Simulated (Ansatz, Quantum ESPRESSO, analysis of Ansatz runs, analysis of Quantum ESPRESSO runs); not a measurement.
# Charge-transition level of substitutional P in diamond (PBE) (Quantum ESPRESSO)

Aim: the charge-transition level of substitutional P in diamond, to be set beside the measurement. Set-up: PBE, GBRV 1.5 PBE, 64-site cell, PBE lattice, k: the zone centre alone, start relaxed with Ansatz. The model is a cell of 64 host atoms with 1 C taken out and 1 P put in. The level is the Fermi energy at which two charge states have equal formation energy, after a correction for the images of the charge. This set-up takes another sampling or smearing than the usual one for this cell.

Measured beforehand: (+1/0) level below the conduction-band bottom: 0.6 eV, by known donor activation energy used as empirical marker; method not stated in the paper (quoted in “Hunting the elusive shallow n-type donor – An ab initio study of Li and N co-doped diamond”, 2021, S. Conejeros et al., quoting earlier work (2000)). (+1/0) level below the conduction-band bottom: 0.62 eV, by donor ionization energy (cited; method not stated) (quoted in “Phosphorescence and donor-acceptor pair recombination in laboratory-grown diamonds”, 2023, Jiahui Zhao et al., quoting earlier work (2013)). The calculation is set beside it at the end.

Main program and level: Quantum ESPRESSO 7.5; Quantum ESPRESSO plane-wave DFT, PBE, GBRV 1.5 PBE potentials; relaxation of all atoms of a defect supercell.

### 1. Starting point

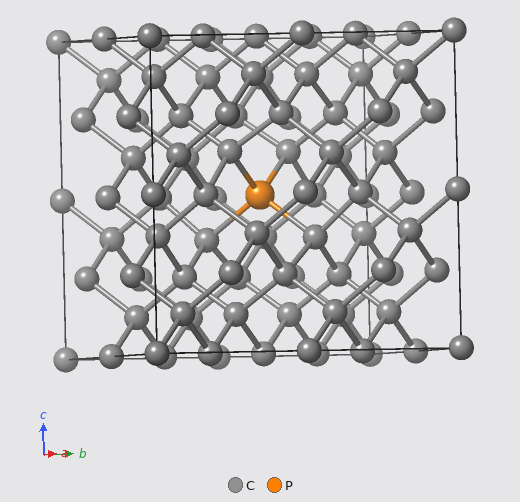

The cell as given, slightly off an axis (carbon grey, phosphorus orange). Bonds to atoms that aren't drawn are left out. Some periodic images of atoms are drawn too.

The cell holds 64 atoms: 63 C and 1 P. Its edges and angles: a = 7.142 Å, b = 7.142 Å, c = 7.142 Å, α = 90.0°, β = 90.0°, γ = 90.0°. It derives from C (space group Fd-3m). Nearest the centre at fractional (0.375, 0.375, 0.375): P8 at 0.00 Å, C49 at 1.70 Å, C4 at 1.70 Å, C42 at 1.70 Å, C27 at 1.70 Å, C7 at 2.56 Å, C38 at 2.56 Å, C23 at 2.56 Å. The cell carries charge +1.

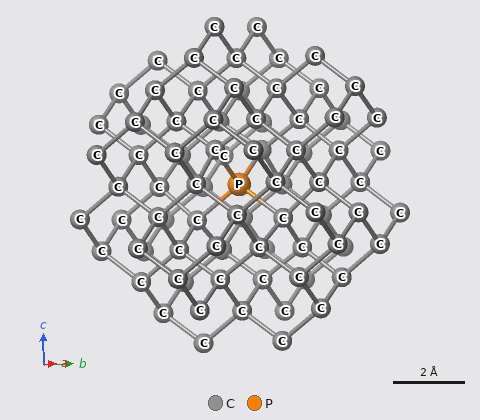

The atoms within 5 Å of the centre.

The host's primitive cell comes from a first run (Quantum ESPRESSO plane-wave DFT, PBE, GBRV 1.5 PBE potentials; relaxation of cell and atoms of a defect-free cell): vectors of 2.525, 2.525 and 2.525 Å. That is 5.69 Å³ an atom, 0.4 % over the diffraction cell's volume. The supercell is built on it.

This program's steps are dear, so the start below was first relaxed with Ansatz (plane-wave PAW DFT, PBE; 5.4 s).

### 2. Relaxation, charge +1

Every later number rests on the structure around the defect, so the atoms are relaxed at the host's lattice first.

File pw.in:

```
&CONTROL
  calculation = 'relax'
  prefix = 'pwscf'
  outdir = './tmp'
  pseudo_dir = './pseudo'
  tprnfor = .true.
  disk_io = 'low'
  nstep = 70
  forc_conv_thr = 0.00078
  etot_conv_thr = 0.0001
/
&SYSTEM
  ibrav = 0
  nat = 64
  ntyp = 2
  ecutwfc = 45
  ecutrho = 360
  nbnd = 132
  occupations = 'smearing'
  smearing = 'fd'
  degauss = 0.00073499
  tot_charge = 1
  nosym = .true.
/
&ELECTRONS
  conv_thr = 6d-08
  electron_maxstep = 100
  mixing_beta = 0.5
/
&IONS
  ion_dynamics = 'bfgs'
/
ATOMIC_SPECIES
C     12.0110 c_pbe_v1.2.uspp.F.UPF
P     30.9738 p_pbe_v1.5.uspp.F.UPF
CELL_PARAMETERS angstrom
   7.1418068620    0.0000000000    0.0000000000
   0.0000000000    7.1418068620    0.0000000000
   0.0000000000    0.0000000000    7.1418068620
ATOMIC_POSITIONS crystal
C     -0.0018945331   -0.0018014734    0.2503640940
C     -0.0019083271    0.2500504105   -0.0015228289
C      0.2499519044   -0.0017901589   -0.0015040502
C      0.2377305145    0.2378399779    0.2381598128
C      0.1209853737    0.1210588350    0.3749378396
C      0.1209763957    0.3745981672    0.1213725119
C      0.3745049313    0.1210777220    0.1213940076
P      0.3749473572    0.3750434352    0.3753602129
C     -0.0000438955    0.0000335234    0.7503696713
C     -0.0010437397    0.2499175552    0.5005142303
C      0.2498265547   -0.0009719111    0.5005051234
C      0.2498181390    0.2499138620    0.7513743109
C      0.1245583000    0.1246566971    0.8750496647
C      0.1209944129    0.3755134916    0.6293363498
C      0.3753904606    0.1210589583    0.6293495624
C      0.3749619609    0.3750385317    0.8753643906
C     -0.0010348896    0.5001934392    0.2502182632
C     -0.0000429014    0.7500760020    0.0003712017
C      0.2498305315    0.5001746926   -0.0006360450
C      0.2498243448    0.7510785499    0.2502280438
C      0.1209903939    0.6290433413    0.3758011997
C      0.1245697319    0.8747834454    0.1249633811
C      0.3754007189    0.6290183042    0.1214073639
C      0.3749719102    0.8750394588    0.3753670646
C     -0.0018871001    0.5000588398    0.7522300179
C     -0.0019061930    0.7519074269    0.5003607607
C      0.2377717068    0.5122865990    0.5125679632
C      0.2499348449    0.7519138683    0.7522391907
C      0.1245592385    0.6254471035    0.8756943607
C      0.1245557472    0.8753368260    0.6257617269
C      0.3745078197    0.6290413117    0.6293687112
C      0.3749463504    0.8750405059    0.8753737577
C      0.5001013522   -0.0009671103    0.2502191952
C      0.5001026814    0.2499142367   -0.0006431466
C      0.7499889835    0.0000234844    0.0003441850
C      0.7509783553    0.2499300237    0.2502101695
C      0.6289446881    0.1210767305    0.3757891948
C      0.6289684525    0.3755144807    0.1213683994
C      0.8746598229    0.1246557094    0.1249570425
C      0.8749697842    0.3750504244    0.3753567597
C      0.4999522388   -0.0018185374    0.7522342558
C      0.5121423149    0.2378187444    0.5125682925
C      0.7518364349   -0.0017889149    0.5003417126
C      0.7518013059    0.2500398969    0.7522161662
C      0.6253563606    0.1246412557    0.8756701752
C      0.6289297467    0.3745913893    0.6293238754
C      0.8752586386    0.1246527736    0.6257692881
C      0.8749611138    0.3750510564    0.8753404092
C      0.5121935520    0.5122387718    0.2381647574
C      0.4999568929    0.7518922439   -0.0014933053
C      0.7518550760    0.5000711765   -0.0015134059
C      0.7518099560    0.7519010361    0.2503689757
C      0.6289524364    0.6290121675    0.3749481291
C      0.6253595661    0.8753420497    0.1249493787
C      0.8752730066    0.6254666262    0.1249722901
C      0.8749627909    0.8750534562    0.3753525630
C      0.5001045635    0.5001752549    0.7513728870
C      0.5001051518    0.7510598661    0.5005207474
C      0.7509820044    0.5001717818    0.5005053447
C      0.7499904294    0.7500725442    0.7503670553
C      0.6253777275    0.6254503784    0.8750546312
C      0.6253772429    0.8747644749    0.6257553861
C      0.8746642401    0.6254492074    0.6257726894
C      0.8749820011    0.8750453578    0.8753606825
K_POINTS gamma
```

File pp_potential.in:

```
&INPUTPP
  prefix = 'pwscf'
  outdir = './tmp'
  filplot = 'potential.dat'
  plot_num = 11
/
&PLOT
  nfile = 1
  filepp(1) = 'potential.dat'
  iflag = 3
  output_format = 6
  fileout = 'potential.cube'
/
```

Started as:

```console
$ OMP_NUM_THREADS=1 mpirun -n 4 pw.x -in pw.in > pw.out
$ OMP_NUM_THREADS=1 mpirun -n 4 pp.x -in pp_potential.in > pp_potential.out
```

The program printed:

```text
This program is part of the open-source Quantum ESPRESSO suite
     for quantum simulation of materials; please cite
         "P. Giannozzi et al., J. Phys.:Condens. Matter 21 395502 (2009);
         "P. Giannozzi et al., J. Phys.:Condens. Matter 29 465901 (2017);
         "P. Giannozzi et al., J. Chem. Phys. 152 154105 (2020);
          URL
     in publications or presentations arising from this work. More details at

     gamma-point specific algorithms are used

     Subspace diagonalization in iterative solution of the eigenvalue problem:
     a serial algorithm will be used

     --------------------
     sticks:   dense  smooth     PW     G-vecs:    dense   smooth      PW
     Min        1301     649    164                70809    25090    3132
     Max        1304     652    165                70812    25098    3137
     Sum        5209    2601    657               283241   100377   12533

     Using Slab Decomposition

     bravais-lattice index     =            0
     lattice parameter (alat)  =      13.4961  a.u.
     unit-cell volume          =    2458.2209 (a.u.)^3
     number of atoms/cell      =           64
     number of atomic types    =            2
     number of electrons       =       256.00
     number of Kohn-Sham states=          132
     kinetic-energy cutoff     =      45.0000  Ry
     charge density cutoff     =     360.0000  Ry
     scf convergence threshold =      6.0E-08
     mixing beta               =       0.5000
     number of iterations used =            8  plain     mixing
     energy convergence thresh.=      1.0E-04
     force convergence thresh. =      7.8E-04
     Exchange-correlation=  SLA  PW   PBX  PBC
                           (   1   4   3   4   0   0   0)
     nstep                     =           70

     celldm(1)=  13.496059  celldm(2)=   0.000000  celldm(3)=   0.000000
     celldm(4)=   0.000000  celldm(5)=   0.000000  celldm(6)=   0.000000

     crystal axes: (cart. coord. in units of alat)
               a(1) = (   1.000000   0.000000   0.000000 )
               a(2) = (   0.000000   1.000000   0.000000 )
               a(3) = (   0.000000   0.000000   1.000000 )

     reciprocal axes: (cart. coord. in units 2 pi/alat)
               b(1) = (  1.000000  0.000000  0.000000 )
               b(2) = (  0.000000  1.000000  0.000000 )
               b(3) = (  0.000000  0.000000  1.000000 )

     PseudoPot. # 1 for C  read from file:
     c_pbe_v1.2.uspp.F.UPF
     Pseudo is Ultrasoft + core correction, Zval =  4.0
     Generated by new atomic code, or converted to UPF format
     Using radial grid of  721 points,  4 beta functions with:
                l(1) =   0
                l(2) =   0
                l(3) =   1
                l(4) =   1
     Q(r) pseudized with  8 coefficients,  rinner =    1.100   1.100   1.100

     PseudoPot. # 2 for P  read from file:
     p_pbe_v1.5.uspp.F.UPF
     Pseudo is Ultrasoft + core correction, Zval =  5.0
     Generated by new atomic code, or converted to UPF format
     Using radial grid of  903 points,  6 beta functions with:
                l(1) =   0
                l(2) =   0
                l(3) =   1
                l(4) =   1
                l(5) =   2
                l(6) =   2
     Q(r) pseudized with  8 coefficients,  rinner =    1.300   1.300   1.300
                                                       1.300   1.300

     atomic species   valence    mass     pseudopotential
     C                 4.00    12.01100     C ( 1.00)
     P                 5.00    30.97380     P ( 1.00)

     No symmetry found

   Cartesian axes

     site n.     atom                  positions (alat units)
         1        C      tau(   1) = (  -0.0018945  -0.0018015   0.2503641  )
         2        C      tau(   2) = (  -0.0019083   0.2500504  -0.0015228  )
         3        C      tau(   3) = (   0.2499519  -0.0017902  -0.0015041  )
         4        C      tau(   4) = (   0.2377305   0.2378400   0.2381598  )
         5        C      tau(   5) = (   0.1209854   0.1210588   0.3749378  )
         6        C      tau(   6) = (   0.1209764   0.3745982   0.1213725  )
         7        C      tau(   7) = (   0.3745049   0.1210777   0.1213940  )
         8        P      tau(   8) = (   0.3749474   0.3750434   0.3753602  )
         9        C      tau(   9) = (  -0.0000439   0.0000335   0.7503697  )
        10        C      tau(  10) = (  -0.0010437   0.2499176   0.5005142  )
        11        C      tau(  11) = (   0.2498266  -0.0009719   0.5005051  )
[...]
60        C      tau(  60) = (   0.7499904   0.7500725   0.7503671  )
        61        C      tau(  61) = (   0.6253777   0.6254504   0.8750546  )
        62        C      tau(  62) = (   0.6253772   0.8747645   0.6257554  )
        63        C      tau(  63) = (   0.8746642   0.6254492   0.6257727  )
        64        C      tau(  64) = (   0.8749820   0.8750454   0.8753607  )

     number of k points=     1  Fermi-Dirac smearing, width (Ry)=  0.0007
                       cart. coord. in units 2pi/alat
        k(    1) = (   0.0000000   0.0000000   0.0000000), wk =   2.0000000

     Dense  grid:   141621 G-vectors     FFT dimensions: (  81,  81,  81)

[...]
iteration #  5     ecut=    45.00 Ry     beta= 0.50
     Davidson diagonalization with overlap
     ethr =  8.24E-07,  avg # of iterations =  5.0

     total energy              =    -739.17462901 Ry
     estimated scf accuracy    <       0.00034376 Ry

     iteration #  6     ecut=    45.00 Ry     beta= 0.50
     Davidson diagonalization with overlap
     ethr =  1.34E-07,  avg # of iterations =  2.0

     total energy              =    -739.17467635 Ry
     estimated scf accuracy    <       0.00002375 Ry

     iteration #  7     ecut=    45.00 Ry     beta= 0.50
     Davidson diagonalization with overlap
     ethr =  9.28E-09,  avg # of iterations =  3.0

     total energy              =    -739.17468274 Ry
     estimated scf accuracy    <       0.00000316 Ry

     iteration #  8     ecut=    45.00 Ry     beta= 0.50
     Davidson diagonalization with overlap
     ethr =  1.23E-09,  avg # of iterations =  2.0

     total energy              =    -739.17468347 Ry
     estimated scf accuracy    <       0.00000026 Ry

     iteration #  9     ecut=    45.00 Ry     beta= 0.50
     Davidson diagonalization with overlap
     ethr =  1.01E-10,  avg # of iterations =  3.0

     total energy              =    -739.17468359 Ry
     estimated scf accuracy    <       0.00000012 Ry

     iteration # 10     ecut=    45.00 Ry     beta= 0.50
     Davidson diagonalization with overlap
     ethr =  4.78E-11,  avg # of iterations =  2.0

     End of self-consistent calculation

          k = 0.0000 0.0000 0.0000 (  6267 PWs)   bands (ev):

    -7.9355  -5.7172  -5.6536  -5.6535  -5.6534  -5.5854  -5.5852  -3.5705
    -3.5704  -3.5703  -3.4556  -3.4241  -3.4240  -3.4240  -3.3901  -3.3900
    -3.3662  -3.3661  -3.3660  -2.1201  -2.1200  -2.1199  -2.0868   0.1495
     0.1816   0.1817   0.1818   0.7706   0.7706   0.7746   0.7748   0.7751
     0.9036   1.5316   1.5317   1.5318   1.5466   1.5466   1.5468   1.6100
     1.6101   1.7002   1.7005   1.7006   1.8856   4.7438   4.7440   4.7442
     4.8055   4.8056   4.8057   4.8930   4.8930   4.9166   4.9168   4.9169
     5.1396   5.1744   5.1745   5.1746   5.1964   5.1965   5.1968   5.2234
     5.2234   5.2392   5.3297   5.3298   5.3299   5.8726   5.8727   5.8938
     5.8939   5.8940   5.9956   5.9958   5.9958   6.0284   6.0286   6.0286
     6.1106   7.2970   7.2970   7.2970   7.2992   7.2992   7.2993   8.9701
     8.9702   8.9702   9.0693   9.0694   9.2945   9.3878   9.3880   9.3881
     9.3976   9.3978   9.3979   9.5005   9.5006   9.5007   9.6017   9.6017
     9.6018  10.5316  10.5317  10.5318  10.5359  10.5360  10.5855  10.5856
    10.5859  10.6294  10.7137  10.7138  10.7139  10.7204  10.7205  10.8206
    10.8207  10.8208  10.9353  10.9354  10.9357  13.6084  13.6084  13.6085
    17.4959  17.4963  17.4966  17.9028

     the Fermi energy is    14.7480 ev

!    total energy              =    -739.17468361 Ry
     estimated scf accuracy    <       0.00000001 Ry
     smearing contrib. (-TS)   =       0.00000000 Ry
     internal energy E=F+TS    =    -739.17468361 Ry

     The total energy is F=E-TS. E is the sum of the following terms:
     one-electron contribution =     260.18004884 Ry
     hartree contribution      =      62.98678525 Ry
     xc contribution           =    -238.25500897 Ry
     ewald contribution        =    -824.08650872 Ry

     convergence has been achieved in  10 iterations

     Forces acting on atoms (cartesian axes, Ry/au):

     atom    1 type  1   force =    -0.00007407   -0.00004248   -0.00019199
     atom    2 type  1   force =     0.00000271   -0.00019590    0.00010632
     atom    3 type  1   force =    -0.00008417   -0.00011276    0.00003996
     atom    4 type  1   force =     0.00004621   -0.00003494   -0.00003405
     atom    5 type  1   force =     0.00007504    0.00028113    0.00006589
     atom    6 type  1   force =     0.00013393    0.00016643    0.00020121
     atom    7 type  1   force =     0.00027397    0.00015458    0.00009326
     atom    8 type  2   force =     0.00014845    0.00004324    0.00000415
     atom    9 type  1   force =    -0.00010721   -0.00001018    0.00004677
     atom   10 type  1   force =     0.00009752   -0.00006810   -0.00001958
[...]
atom   60 type  1   force =    -0.00005115    0.00000131    0.00009882
     atom   61 type  1   force =    -0.00007239    0.00003393    0.00004729
     atom   62 type  1   force =    -0.00006651    0.00000104    0.00008074
     atom   63 type  1   force =     0.00008288   -0.00001197   -0.00008515
     atom   64 type  1   force =    -0.00008510    0.00004563    0.00001983

     Total force =     0.001542     Total SCF correction =     0.000245
     SCF correction compared to forces is large: reduce conv_thr to get better values

     BFGS Geometry Optimization
     Energy error            =      2.4E-06 Ry
     Gradient error          =      3.2E-04 Ry/Bohr

     bfgs converged in   1 scf cycles and   0 bfgs steps
     (criteria: energy <  1.0E-04 Ry, force <  7.8E-04 Ry/Bohr)

     End of BFGS Geometry Optimization

     Final energy             =    -739.1746836084 Ry
Begin final coordinates

ATOMIC_POSITIONS (crystal)
C               -0.0018945331       -0.0018014734        0.2503640940
C               -0.0019083271        0.2500504105       -0.0015228289
C                0.2499519044       -0.0017901589       -0.0015040502
C                0.2377305145        0.2378399779        0.2381598128
C                0.1209853737        0.1210588350        0.3749378396
C                0.1209763957        0.3745981672        0.1213725119
C                0.3745049313        0.1210777220        0.1213940076
P                0.3749473572        0.3750434352        0.3753602129
C               -0.0000438955        0.0000335234        0.7503696713
C               -0.0010437397        0.2499175552        0.5005142303
[...]
C                0.7499904294        0.7500725442        0.7503670553
C                0.6253777275        0.6254503784        0.8750546312
C                0.6253772429        0.8747644749        0.6257553861
C                0.8746642401        0.6254492074        0.6257726894
C                0.8749820011        0.8750453578        0.8753606825
End final coordinates

=------------------------------------------------------------------------------=
   JOB DONE.
=------------------------------------------------------------------------------=
```

Wall time 11 s (4 MPI ranks of Arm Neoverse V2, shared host); peak memory 0.42 GiB.

No atom moved by 0.005 Å in the relaxation.

Neighbours of P8 at the end:

| atom | distance (Å) |
| --- | --- |
| C4 | 1.697 |
| C27 | 1.697 |
| C42 | 1.697 |
| C49 | 1.697 |
| C23 | 2.565 |
| C14 | 2.565 |
| C7 | 2.565 |
| C46 | 2.565 |
| C5 | 2.565 |
| C21 | 2.565 |
| C6 | 2.565 |
| C37 | 2.565 |
| C53 | 2.565 |
| C15 | 2.565 |
| C31 | 2.565 |
| C38 | 2.565 |

[end of part 1 of 2]

[Logs are printed without paths, hosts, clocks, repeated set-up lines and the standing remarks that a program may print on its own settings, such as how far it seeks lower states.]

[Hosts, paths, dates, database ids (printed as entryN), source tags and the programs' standing remarks are cut or masked in the printed files.]

[For some hosts the program warned that the k-mesh of the response run may be too coarse for force constants and the static dielectric constant; such warnings are not shown here.]
